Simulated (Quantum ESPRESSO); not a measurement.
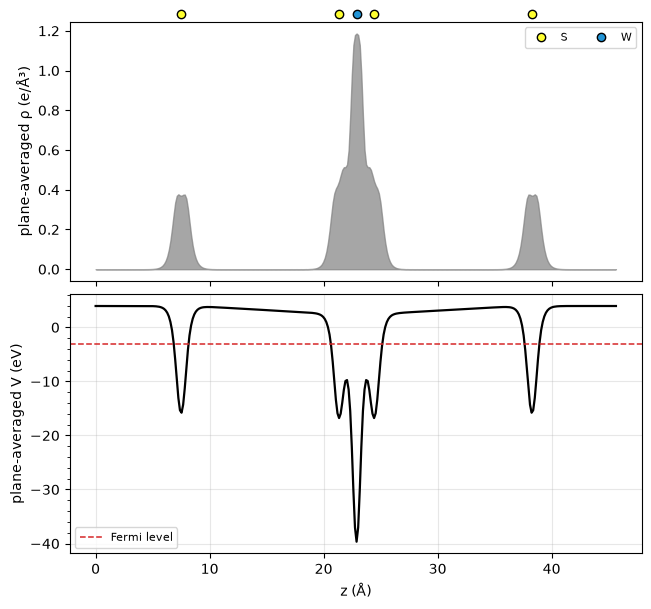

*WS$_{4}$ (slab). Plane average of the electrostatic potential energy of an electron and of the valence pseudo-density across the slab. Circles mark the heights of the atoms.*

Method: Quantum ESPRESSO 7.5, Kohn-Sham DFT of a periodic cell, PBE, PseudoDojo 0.4.1 SR PBE standard.

The density is the valence pseudo-density of a pseudopotential calculation; it isn't the true density close to the nuclei.

Question: How far above the Fermi level of the calculation is the vacuum level?

Answer: 7.0 eV.

Question: What are the slab's thickness and the vacuum gap?

Answer: The outermost nuclei are 30.8 Å apart, in 5 atomic planes; the vacuum between periodic images is 15.0 Å wide.
